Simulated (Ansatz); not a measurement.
A periodic structure is given below.

```cif
data_structure
_symmetry_space_group_name_H-M 'P 1'
_symmetry_Int_Tables_number 1
_cell_length_a 2.5299
_cell_length_b 2.5299
_cell_length_c 8.2681
_cell_angle_alpha 90.000
_cell_angle_beta 90.000
_cell_angle_gamma 120.000
_cell_volume 45.83
loop_
_atom_site_label
_atom_site_type_symbol
_atom_site_fract_x
_atom_site_fract_y
_atom_site_fract_z
_atom_site_occupancy
C1 C 0.33333 0.66667 0.50000 1
C2 C 0.66667 0.33333 0.50000 1
```

Question: Describe what this structure looks like.

Answer: The element is carbon. The cell holds two atoms. The coordination shell of C holds three C in a trigonal planar arrangement at 1.46 Å. The bonds build C layers parallel to (001).

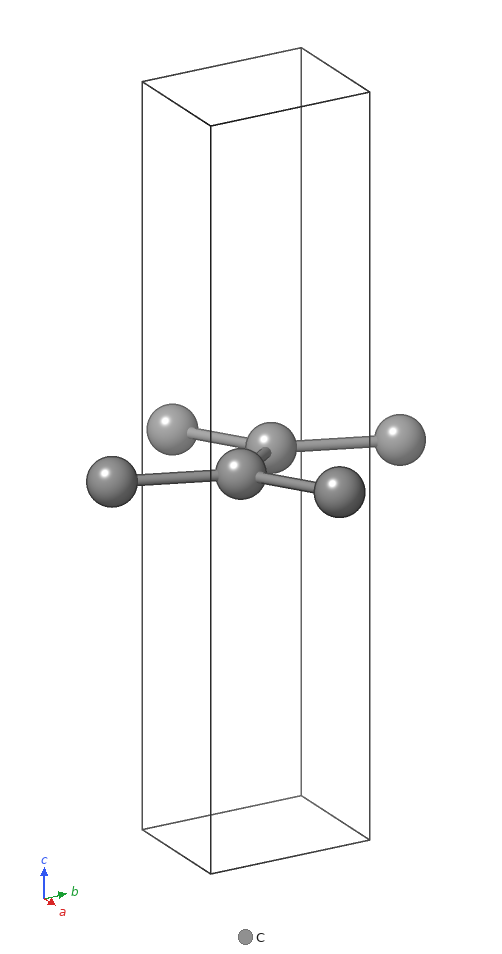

The image is a ball-and-stick drawing of a crystal, viewed slightly off an axis. The parallelepiped is the simulation cell. Periodic images bonded to atoms of the box are shown as well. Colours: carbon grey.

Starting structure: a structure listed in the Materials Project. The cell was then strained or its atoms displaced on purpose. It was run through Ansatz as a DFT input.

At this level of theory the cell isn't at rest (stretched, at -10 GPa), so its distances can differ from those at equilibrium, the more so the softer the solid.
